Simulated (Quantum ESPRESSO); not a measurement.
**A series of single points on Ga**

System: Ga (I4/mmm, 1 atom in the cell).
Method: Kohn-Sham DFT of a periodic cell, PBEsol, GBRV 1.5 PBEsol, no spin polarisation (Quantum ESPRESSO 7.5).

The 7 runs differ only in the geometry, by an even scaling of the cell at fixed fractional positions. The structure derives from a Materials Project entry.

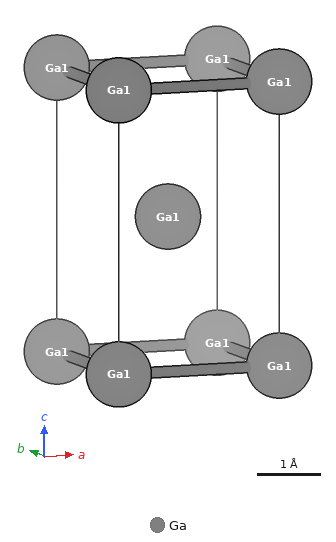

Figure 1. The structure of run 4 (ball-and-stick view of the cell 2 times as large as that of the calculation, set on its symmetry axes, seen slightly off an axis; atoms are numbered from 1 in the order of the input).

### Input of run 4
```
&CONTROL
  calculation = 'scf'
  prefix = 'pwscf'
  outdir = './tmp'
  pseudo_dir = './pseudo'
  tprnfor = .true.
  tstress = .true.
  disk_io = 'low'
/
&SYSTEM
  ibrav = 0
  celldm(1) = 8
  nat = 1
  ntyp = 1
  ecutwfc = 56
  ecutrho = 448
  nbnd = 16
  occupations = 'smearing'
  smearing = 'fd'
  degauss = 0.00367493
/
&ELECTRONS
  conv_thr = 2d-10
  electron_maxstep = 120
  mixing_beta = 0.5
/
ATOMIC_SPECIES
Ga    69.7230 ga_pbesol_v1.4.uspp.F.UPF
CELL_PARAMETERS alat
 -0.3270168034158   0.3270168034158   0.5459475079615
  0.3270168034158  -0.3270168034158   0.5459475079615
  0.3270168034158   0.3270168034158  -0.5459475079615
ATOMIC_POSITIONS crystal
Ga     0.0000000000    0.0000000000    0.0000000000
K_POINTS automatic
13 13 13 0 0 0
```

### File pp_density.in of run 4
```
&INPUTPP
  prefix = 'pwscf'
  outdir = './tmp'
  filplot = 'density.dat'
  plot_num = 0
/
&PLOT
  nfile = 1
  filepp(1) = 'density.dat'
  iflag = 3
  output_format = 6
  fileout = 'density.cube'
/
```

### File pp_potential.in of run 4
```
&INPUTPP
  prefix = 'pwscf'
  outdir = './tmp'
  filplot = 'potential.dat'
  plot_num = 11
/
&PLOT
  nfile = 1
  filepp(1) = 'potential.dat'
  iflag = 3
  output_format = 6
  fileout = 'potential.cube'
/
```

Command:
```bash
OMP_NUM_THREADS=1 mpirun -n 2 pw.x -nk 2 -in pw.in > pw.out
OMP_NUM_THREADS=1 mpirun -n 1 pp.x -in pp_density.in > pp_density.out
OMP_NUM_THREADS=1 mpirun -n 1 pp.x -in pp_potential.in > pp_potential.out
```

Lattice vectors (Å) and fractional positions of run 4:
```
  -1.384399    1.384399    2.311224
   1.384399   -1.384399    2.311224
   1.384399    1.384399   -2.311224
Ga  0.000000  0.000000  0.000000
```

Run 2 has the same physical settings and fractional positions; its lattice vectors (Å) are:
```
  -1.365688    1.365688    2.279987
   1.365688   -1.365688    2.279987
   1.365688    1.365688   -2.279987
```

### Results, with one run withheld

| run | volume per atom (Å³) | free energy per atom, from the lowest run given (meV) | pressure (GPa) |
| --- | --- | --- | --- |
| 1 | 16.655 | 12.74 | 4.22 |
| 2 | 17.010 | ? | ? |
| 3 | 17.364 | 1.02 | 0.99 |
| 4 | 17.718 | 0.00 | −0.25 |
| 5 | 18.073 | 1.70 | −1.49 |
| 6 | 18.427 | 5.78 | −2.43 |
| 7 | 18.781 | 11.93 | −3.26 |

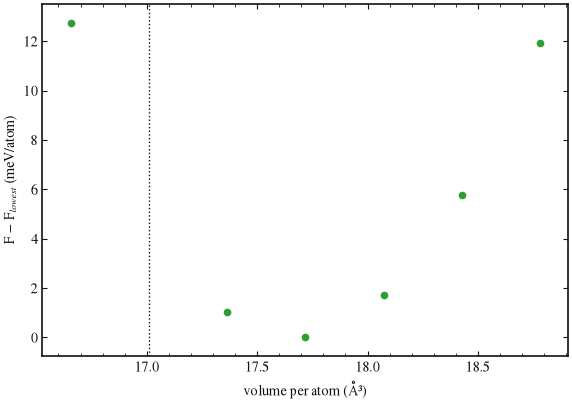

Figure 2. Free energy per atom of the runs given; the dotted line marks run 2.

Estimate the energy of run 2 from the others.

A cubic polynomial in V^(−2/3) (the Birch–Murnaghan form), fitted to the 6 runs given, misses them by under 0.01 meV per atom. With x = V^(−2/3) − 0.14661 Å⁻², it reads F = 0.20779 − 574 x + 3.5064e+05 x² + 1.7806e+06 x³ (meV per atom). At run 2 it gives 5.11 meV per atom, and the run itself gives 5.14. The slope of the fit gives a pressure −dF/dV of 2.61 GPa there, and the run prints 2.46 GPa. The two needn't agree exactly: the fit is approximate, and the printed stress is taken on a finite basis. The fit has its minimum at 17.666 Å³ per atom, where V d²F/dV² gives 62.2 GPa. Cell shape and fractional positions are held, so this is the stiffness under even scaling; the relaxed bulk modulus wasn't computed.

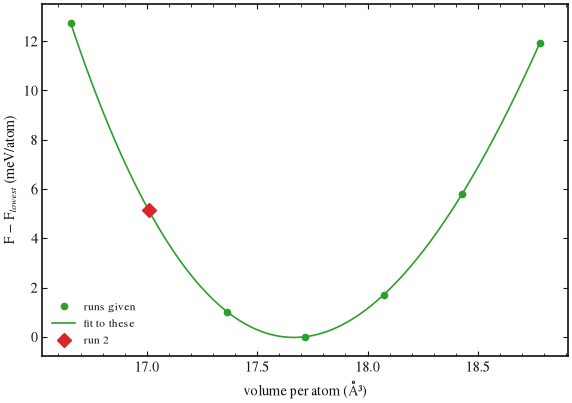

Figure 3. The fit and the withheld run.

### Some lines of the output (run 2)
```
[...]
     total energy              =    -410.66613289 Ry
     total energy              =    -414.87563257 Ry
     total energy              =    -414.93009462 Ry
     total energy              =    -414.99164942 Ry
     total energy              =    -414.99239337 Ry
     total energy              =    -414.99278611 Ry
     total energy              =    -414.99278986 Ry
     total energy              =    -414.99278996 Ry
     total energy              =    -414.99278995 Ry
     the Fermi energy is    12.5422 ev
!    total energy              =    -414.99278996 Ry
     The total energy is F=E-TS. E is the sum of the following terms:
     Computing stress (Cartesian axis) and pressure
          total   stress  (Ry/bohr**3)                   (kbar)     P=       24.63
```
